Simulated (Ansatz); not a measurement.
# Single-point calculation of Si96C96 (part 2 of 2)

Continued. System: Si96C96 (192 atoms in the cell). Method: DFT, HSE06, PAW, plane waves (Ansatz 0.2.0); cutoff 420 eV, 1×1×1 k-mesh, Fermi–Dirac smearing of 0.01 eV. The structure was built on a prototype by a generator.

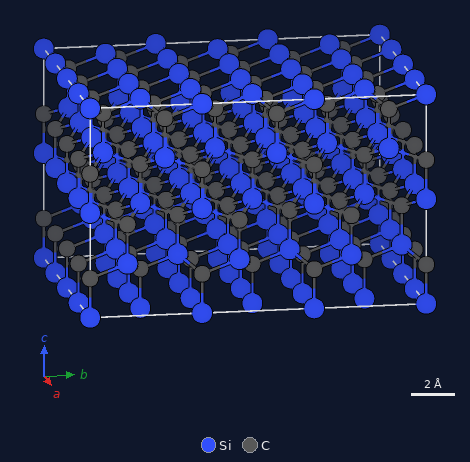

*The structure as given in the input (ball-and-stick view of the cell of the calculation, seen slightly off an axis).*

**Output, continued**
```
--- Forces (eV/Å), atoms counted from 1 ---
  atom   1  Si     0.00193134     0.00061366    -0.01090503
  atom   2  Si     0.00193363     0.00062018    -0.01090732
  atom   3  Si     0.00193344     0.00064512    -0.01094620
  atom   4  Si     0.00189046     0.00090350    -0.01083089
  atom   5  Si     0.00188691     0.00064929    -0.01090562
  atom   6  Si     0.00193396     0.00064237    -0.01094431
  atom   7  Si     0.00192009     0.00086606    -0.01083380
  atom   8  Si     0.00187750     0.00060188    -0.01093517
  atom   9  Si     0.00190976     0.00047080    -0.01095953
  atom  10  Si     0.00188222     0.00064111    -0.01090403
  atom  11  Si     0.00188215     0.00066561    -0.01094215
  atom  12  Si     0.00192571     0.00085867    -0.01082394
  atom  13  Si     0.00190830     0.00058926    -0.01093273
  atom  14  Si     0.00188202     0.00049969    -0.01096690
  atom  15  Si     0.00191952     0.00074641    -0.01083190
  atom  16  Si     0.00188742     0.00066867    -0.01094242
  atom  17  Si     0.00189893     0.00089339    -0.01082694
  atom  18  Si     0.00193988     0.00057382    -0.01092695
  atom  19  Si     0.00190847     0.00049648    -0.01096266
  atom  20  Si     0.00189235     0.00078207    -0.01083413
  atom  21  Si     0.00191064     0.00059108    -0.01092810
  atom  22  Si     0.00193706     0.00046270    -0.01095661
  atom  23  Si     0.00189045     0.00077292    -0.01082760
  atom  24  Si     0.00192864     0.00073470    -0.01082474
  atom  25  Si    -0.00081736    -0.00050413    -0.00010592
  atom  26  Si    -0.00079300    -0.00051078    -0.00011098
  atom  27  Si    -0.00081734    -0.00072295    -0.00005422
  atom  28  Si    -0.00084680    -0.00050412    -0.00009610
  atom  29  Si    -0.00083733    -0.00049948    -0.00010929
  atom  30  Si    -0.00079919    -0.00075439    -0.00005897
  atom  31  Si    -0.00083655    -0.00052567    -0.00010038
  atom  32  Si    -0.00084964    -0.00064938    -0.00011445
  atom  33  Si    -0.00081327    -0.00090298    -0.00004370
  atom  34  Si    -0.00086820    -0.00048740    -0.00010864
  atom  35  Si    -0.00084142    -0.00073482    -0.00005737
  atom  36  Si    -0.00080751    -0.00055464    -0.00010111
  atom  37  Si    -0.00084261    -0.00065416    -0.00011489
  atom  38  Si    -0.00083917    -0.00087577    -0.00003943
  atom  39  Si    -0.00080450    -0.00054829    -0.00007945
  atom  40  Si    -0.00085330    -0.00070148    -0.00005203
  atom  41  Si    -0.00082245    -0.00053113    -0.00009944
  atom  42  Si    -0.00080942    -0.00067876    -0.00011616
  atom  43  Si    -0.00084486    -0.00087232    -0.00004033
  atom  44  Si    -0.00082828    -0.00052838    -0.00007996
  atom  45  Si    -0.00081854    -0.00067161    -0.00011627
  atom  46  Si    -0.00081902    -0.00089874    -0.00004979
  atom  47  Si    -0.00085624    -0.00052096    -0.00008869
  atom  48  Si    -0.00082380    -0.00054500    -0.00008669
  atom  49  Si     0.00082475     0.00048444     0.00015267
  atom  50  Si     0.00079006     0.00080415     0.00019214
  atom  51  Si     0.00080946     0.00050473     0.00015600
  atom  52  Si     0.00082771     0.00077570     0.00019959
  atom  53  Si     0.00078109     0.00053780     0.00012936
  atom  54  Si     0.00077881     0.00039951     0.00014982
  atom  55  Si     0.00076645     0.00052092     0.00016154
  atom  56  Si     0.00080328     0.00078681     0.00020497
  atom  57  Si     0.00081972     0.00050585     0.00014209
  atom  58  Si     0.00077142     0.00040216     0.00015683
  atom  59  Si     0.00078142     0.00062533     0.00018641
  atom  60  Si     0.00081428     0.00044138     0.00013181
  atom  61  Si     0.00078438     0.00049902     0.00015679
  atom  62  Si     0.00076544     0.00080957     0.00019835
  atom  63  Si     0.00081269     0.00051810     0.00013946
  atom  64  Si     0.00081942     0.00038404     0.00016369
  atom  65  Si     0.00078210     0.00064818     0.00019471
  atom  66  Si     0.00080054     0.00047020     0.00012925
  atom  67  Si     0.00078223     0.00054898     0.00012742
  atom  68  Si     0.00082254     0.00037845     0.00016000
  atom  69  Si     0.00081043     0.00062760     0.00020233
  atom  70  Si     0.00078600     0.00049473     0.00013997
  atom  71  Si     0.00081638     0.00060512     0.00019417
  atom  72  Si     0.00079094     0.00046316     0.00014299
  atom  73  Si     0.00034102    -0.00050939    -0.01088983
  atom  74  Si     0.00035076    -0.00049590    -0.01088508
  atom  75  Si     0.00035651    -0.00066810    -0.01080241
  atom  76  Si     0.00031334    -0.00041974    -0.01092092
  atom  77  Si     0.00031610    -0.00047938    -0.01088127
  atom  78  Si     0.00035440    -0.00067503    -0.01080020
  atom  79  Si     0.00034903    -0.00045906    -0.01091920
  atom  80  Si     0.00030266    -0.00054745    -0.01087895
  atom  81  Si     0.00032279    -0.00084680    -0.01079027
  atom  82  Si     0.00029870    -0.00048955    -0.01089189
  atom  83  Si     0.00029637    -0.00065655    -0.01079956
  atom  84  Si     0.00034542    -0.00047552    -0.01091749
  atom  85  Si     0.00033373    -0.00058177    -0.01087593
  atom  86  Si     0.00030258    -0.00082787    -0.01077795
  atom  87  Si     0.00033152    -0.00056183    -0.01091305
  atom  88  Si     0.00030078    -0.00065164    -0.01080714
  atom  89  Si     0.00030669    -0.00043584    -0.01092016
  atom  90  Si     0.00035542    -0.00058938    -0.01088027
  atom  91  Si     0.00033659    -0.00084154    -0.01077793
  atom  92  Si     0.00031940    -0.00053730    -0.01090697
  atom  93  Si     0.00032067    -0.00055670    -0.01088485
  atom  94  Si     0.00035066    -0.00086169    -0.01078851
  atom  95  Si     0.00032469    -0.00054884    -0.01091374
  atom  96  Si     0.00033742    -0.00057262    -0.01092064
  atom  97  C      0.00009899     0.00046600     0.00703238
  atom  98  C      0.00006951     0.00047312     0.00703077
  atom  99  C      0.00010936     0.00055227     0.00703772
  atom 100  C      0.00005723     0.00073944     0.00698451
  atom 101  C      0.00004064     0.00050986     0.00702895
  atom 102  C      0.00005331     0.00054621     0.00703310
  atom 103  C      0.00006414     0.00070527     0.00697628
  atom 104  C      0.00004538     0.00043315     0.00703773
  atom 105  C      0.00006951     0.00029624     0.00704780
  atom 106  C      0.00005742     0.00049158     0.00702890
  atom 107  C      0.00006544     0.00057326     0.00703514
  atom 108  C      0.00008783     0.00068386     0.00697066
  atom 109  C      0.00002888     0.00041186     0.00703464
  atom 110  C      0.00001209     0.00032818     0.00705699
  atom 111  C      0.00008758     0.00052225     0.00699038
  atom 112  C      0.00004271     0.00058052     0.00703705
  atom 113  C      0.00007186     0.00072638     0.00697669
  atom 114  C      0.00013274     0.00040032     0.00702746
  atom 115  C      0.00005855     0.00032308     0.00705007
  atom 116  C      0.00001464     0.00055671     0.00699212
  atom 117  C      0.00007174     0.00042347     0.00703618
  atom 118  C      0.00011215     0.00029258     0.00704948
  atom 119  C      0.00008951     0.00054909     0.00697928
  atom 120  C      0.00009090     0.00051546     0.00697495
  atom 121  C     -0.00214293    -0.00063433     0.00679509
  atom 122  C     -0.00216113    -0.00062242     0.00679001
  atom 123  C     -0.00213089    -0.00073697     0.00674626
  atom 124  C     -0.00218329    -0.00055041     0.00681454
  atom 125  C     -0.00219747    -0.00059332     0.00679016
  atom 126  C     -0.00218616    -0.00073739     0.00674901
  atom 127  C     -0.00217895    -0.00059041     0.00681948
  atom 128  C     -0.00219363    -0.00068908     0.00678693
  atom 129  C     -0.00217177    -0.00097658     0.00673317
  atom 130  C     -0.00217539    -0.00060999     0.00679914
  atom 131  C     -0.00216505    -0.00071378     0.00674863
  atom 132  C     -0.00215690    -0.00060526     0.00681891
  atom 133  C     -0.00220820    -0.00071969     0.00679715
  atom 134  C     -0.00222534    -0.00095128     0.00673683
  atom 135  C     -0.00215625    -0.00073876     0.00679805
  atom 136  C     -0.00219454    -0.00070615     0.00674310
  atom 137  C     -0.00215898    -0.00056364     0.00681718
  atom 138  C     -0.00210380    -0.00073389     0.00679325
  atom 139  C     -0.00216763    -0.00096464     0.00674255
  atom 140  C     -0.00222557    -0.00070442     0.00679765
  atom 141  C     -0.00216488    -0.00070205     0.00678933
  atom 142  C     -0.00210786    -0.00099053     0.00673907
  atom 143  C     -0.00214868    -0.00071861     0.00680741
  atom 144  C     -0.00214862    -0.00075351     0.00680385
  atom 145  C      0.00006073    -0.00068882     0.00378976
  atom 146  C      0.00006276    -0.00069995     0.00378471
  atom 147  C      0.00005616    -0.00087700     0.00371854
  atom 148  C      0.00002512    -0.00075098     0.00376257
  atom 149  C      0.00003143    -0.00068355     0.00379013
  atom 150  C      0.00003278    -0.00090539     0.00371650
  atom 151  C      0.00000393    -0.00077346     0.00375662
  atom 152  C      0.00002421    -0.00089861     0.00377301
  atom 153  C      0.00006916    -0.00111433     0.00370516
  atom 154  C      0.00002658    -0.00067028     0.00378791
  atom 155  C      0.00006466    -0.00088147     0.00371554
  atom 156  C      0.00006381    -0.00079900     0.00375815
  atom 157  C     -0.00001307    -0.00089564     0.00376971
  atom 158  C      0.00000686    -0.00108359     0.00370362
  atom 159  C      0.00008146    -0.00080226     0.00377405
  atom 160  C      0.00001983    -0.00084925     0.00371799
  atom 161  C      0.00008125    -0.00077826     0.00375796
  atom 162  C      0.00010425    -0.00092442     0.00377156
  atom 163  C      0.00001607    -0.00106676     0.00369983
  atom 164  C      0.00000048    -0.00077103     0.00376873
  atom 165  C      0.00006245    -0.00092059     0.00377462
  atom 166  C      0.00008359    -0.00110615     0.00370981
  atom 167  C      0.00004020    -0.00076670     0.00376849
  atom 168  C      0.00005346    -0.00079423     0.00377494
  atom 169  C     -0.00010586     0.00108492     0.00414242
  atom 170  C     -0.00014291     0.00135504     0.00407918
  atom 171  C     -0.00017621     0.00110460     0.00413829
  atom 172  C     -0.00013093     0.00132207     0.00408899
  atom 173  C     -0.00014951     0.00109404     0.00416708
  atom 174  C     -0.00015728     0.00094123     0.00414816
  atom 175  C     -0.00015069     0.00111783     0.00413848
  atom 176  C     -0.00014817     0.00132994     0.00408894
  atom 177  C     -0.00016287     0.00105739     0.00417381
  atom 178  C     -0.00020023     0.00094596     0.00416209
  atom 179  C     -0.00015721     0.00109522     0.00409615
  atom 180  C     -0.00012255     0.00096566     0.00416316
  atom 181  C     -0.00016301     0.00109684     0.00413946
  atom 182  C     -0.00016155     0.00135913     0.00408510
  atom 183  C     -0.00009895     0.00107165     0.00416520
  atom 184  C     -0.00012668     0.00092402     0.00415874
  atom 185  C     -0.00021215     0.00111488     0.00409873
  atom 186  C     -0.00016471     0.00099288     0.00416365
  atom 187  C     -0.00016766     0.00111076     0.00417103
  atom 188  C     -0.00009799     0.00092372     0.00415306
  atom 189  C     -0.00009747     0.00109524     0.00409766
  atom 190  C     -0.00017087     0.00101659     0.00416642
  atom 191  C     -0.00012794     0.00107625     0.00409861
  atom 192  C     -0.00013713     0.00098910     0.00415826
  max |Σ_I F_I| component: 4.28e-5 eV/Å
--- Band table (eV) ---
  k-point 0: bands = ["-7.9374", "-7.6769", "-7.5008", "-7.2825", "-7.2445", "-7.1631", "-7.0261", "-6.8531", "-6.7396", "-6.6428", ... 366 levels left out ..., "8.3883", "8.4114", "8.4145", "8.5152", "8.5200", "8.5881", "8.6885", "8.8543", "12.4413", "12.5455", "12.6154", "12.6505", "12.7802", "12.8519", "12.9864", "13.1185", "13.1582", "13.1726", "13.1998", "13.3503", "13.3842", "13.3939", "13.4094", "13.4592", "13.4944", "13.5170", "13.5694", "13.6253", "13.6540",
      "13.6574", "13.6974", "13.7598", "13.7768", "13.8016", "13.8994", "13.9006", "13.9409", "13.9598", "14.1415", "14.2378", "14.3994", "14.3999", "14.4790", "14.4851", "14.5030", "14.6086", "14.6292", "14.6669", "14.7139", "14.7156", "14.7966", "14.8429", "14.8451", "14.8715", "14.8853", "14.9106", "14.9453", "14.9460", "14.9971", "15.0017", "15.0025", "15.0918", "15.0934", "15.1035", "15.1399", "15.1436", "15.2092", "15.2191", "15.2722",
      "15.3552", "15.4204", "15.4327", "15.5024", "15.5440", "15.5780", "15.6017", "15.6130", "15.6259", "15.6717", "15.6763", "15.7356", "15.7752", "15.7772", "15.7875", "15.8211", "15.8537", "15.8739", "15.8766", "15.8922", "15.9099", "15.9311", "15.9367", "15.9442", "16.1408", "16.2188", "16.2220", "16.2348", "16.2548", "16.2609", "16.2740", "16.2745", "16.2761", "16.2978", "16.3148", "16.3450", "16.3864", "16.3965", "16.4017", "16.4417",
      "16.4493", "16.4546", "16.4817", "16.4912", "16.4986", "16.5924", "16.5979", "16.6314", "16.6321", "16.6678", "16.6769", "16.6968", "16.7359", "16.7435", "16.8181", "16.8566", "16.9191", "16.9496", "17.0219", "17.0526", "17.0723", "17.0819", "17.0983", "17.1476", "17.1483", "17.1522", "17.1624", "17.1751", "17.2149", "17.2331", "17.2424", "17.2487", "17.2566", "17.2862", "17.3222", "17.3231", "17.3323", "17.3587", "17.3723", "17.3878",
      "17.3916", "17.4212", "17.4308", "17.4427", "17.4802", "17.5487", "17.5492", "17.5637", "17.6438", "17.6728", "17.7124", "17.7499", "17.7658", "17.7858", "17.7865", "17.7889", "17.8031", "17.8160", "17.8227", "17.8418", "17.8669", "17.8911", "17.9190", "17.9197", "17.9624", "18.0071", "18.0256", "18.0390", "18.0526", "18.0726", "18.0735", "18.0997", "18.1223", "18.1340", "18.1526", "18.1608", "18.1830", "18.1915", "18.1935", "18.2095",
      "18.2133", "18.2875", "18.2968", "18.3060", "18.3093", "18.3154", "18.3154", "18.3191", "18.3571", "18.3715", "18.3837"]
--- Löwdin populations: 192 sites ---
  site symbol       q [e]
     0     Si      2.8977
     1     Si      2.8977
     2     Si      2.8977
     3     Si      2.8977
     4     Si      2.8977
     5     Si      2.8977
     6     Si      2.8977
     7     Si      2.8977
     8     Si      2.8977
     9     Si      2.8977
    10     Si      2.8977
    11     Si      2.8977
    12     Si      2.8977
    13     Si      2.8977
    14     Si      2.8977
    15     Si      2.8977
    16     Si      2.8977
    17     Si      2.8977
    18     Si      2.8977
    19     Si      2.8977
    20     Si      2.8977
    21     Si      2.8977
    22     Si      2.8977
    23     Si      2.8977
    24     Si      2.9113
    25     Si      2.9113
    26     Si      2.9113
    27     Si      2.9113
    28     Si      2.9113
    29     Si      2.9113
    30     Si      2.9113
    31     Si      2.9113
    32     Si      2.9113
    33     Si      2.9113
    34     Si      2.9113
    35     Si      2.9113
    36     Si      2.9113
    37     Si      2.9113
    38     Si      2.9113
    39     Si      2.9113
    40     Si      2.9113
    41     Si      2.9113
    42     Si      2.9113
    43     Si      2.9113
    44     Si      2.9113
    45     Si      2.9113
    46     Si      2.9113
    47     Si      2.9113
    48     Si      2.9113
    49     Si      2.9113
    50     Si      2.9113
    51     Si      2.9113
    52     Si      2.9113
    53     Si      2.9113
    54     Si      2.9113
    55     Si      2.9113
    56     Si      2.9113
    57     Si      2.9113
    58     Si      2.9113
    59     Si      2.9113
    60     Si      2.9113
    61     Si      2.9113
    62     Si      2.9113
    63     Si      2.9113
    64     Si      2.9113
    65     Si      2.9113
    66     Si      2.9113
    67     Si      2.9113
    68     Si      2.9113
    69     Si      2.9113
    70     Si      2.9113
    71     Si      2.9113
    72     Si      2.8977
    73     Si      2.8977
    74     Si      2.8977
    75     Si      2.8977
    76     Si      2.8977
    77     Si      2.8977
    78     Si      2.8977
    79     Si      2.8977
    80     Si      2.8977
    81     Si      2.8977
    82     Si      2.8977
    83     Si      2.8977
    84     Si      2.8977
    85     Si      2.8977
    86     Si      2.8977
    87     Si      2.8977
    88     Si      2.8977
    89     Si      2.8977
    90     Si      2.8977
    91     Si      2.8977
    92     Si      2.8977
    93     Si      2.8977
    94     Si      2.8977
    95     Si      2.8977
    96      C      5.0086
    97      C      5.0086
    98      C      5.0086
    99      C      5.0086
   100      C      5.0086
   101      C      5.0086
   102      C      5.0086
   103      C      5.0086
   104      C      5.0086
   105      C      5.0086
   106      C      5.0086
   107      C      5.0086
   108      C      5.0086
   109      C      5.0086
   110      C      5.0086
   111      C      5.0086
   112      C      5.0086
   113      C      5.0086
   114      C      5.0086
   115      C      5.0086
   116      C      5.0086
   117      C      5.0086
   118      C      5.0086
   119      C      5.0086
   120      C      5.0086
   121      C      5.0086
   122      C      5.0086
   123      C      5.0086
   124      C      5.0086
   125      C      5.0086
   126      C      5.0086
   127      C      5.0086
   128      C      5.0086
   129      C      5.0086
   130      C      5.0086
   131      C      5.0086
   132      C      5.0086
   133      C      5.0086
   134      C      5.0086
   135      C      5.0086
   136      C      5.0086
   137      C      5.0086
   138      C      5.0086
   139      C      5.0086
   140      C      5.0086
   141      C      5.0086
   142      C      5.0086
   143      C      5.0086
   144      C      5.0192
   145      C      5.0192
   146      C      5.0192
   147      C      5.0192
   148      C      5.0192
   149      C      5.0192
   150      C      5.0192
   151      C      5.0192
   152      C      5.0192
   153      C      5.0192
   154      C      5.0192
   155      C      5.0192
   156      C      5.0192
   157      C      5.0192
   158      C      5.0192
   159      C      5.0192
   160      C      5.0192
   161      C      5.0192
   162      C      5.0192
   163      C      5.0192
   164      C      5.0192
   165      C      5.0192
   166      C      5.0192
   167      C      5.0192
   168      C      5.0192
   169      C      5.0192
   170      C      5.0192
   171      C      5.0192
   172      C      5.0192
   173      C      5.0192
   174      C      5.0192
   175      C      5.0192
   176      C      5.0192
   177      C      5.0192
   178      C      5.0192
   179      C      5.0192
   180      C      5.0192
   181      C      5.0192
   182      C      5.0192
   183      C      5.0192
   184      C      5.0192
   185      C      5.0192
   186      C      5.0192
   187      C      5.0192
   188      C      5.0192
   189      C      5.0192
   190      C      5.0192
   191      C      5.0192
  spilling = 0.010200 (of n_electrons = 768.000000)
```

**Key numbers**

| quantity | value |
| --- | --- |
| outcome | converged |
| space group (tolerance 0.01 Å) | P6₃mc (186) |
| electrons treated | 768 |
| free energy | −85228.2781 eV |
| Fermi energy | 10.648 eV |
| largest force (length of the vector) | 0.011 eV/Å |
| wall time | 2.2 min (CPU time 10 min) |
| peak memory | 8.4 GiB |

**Remarks**

The k-point mesh is coarse for a cell of this size, so the results may not be converged.
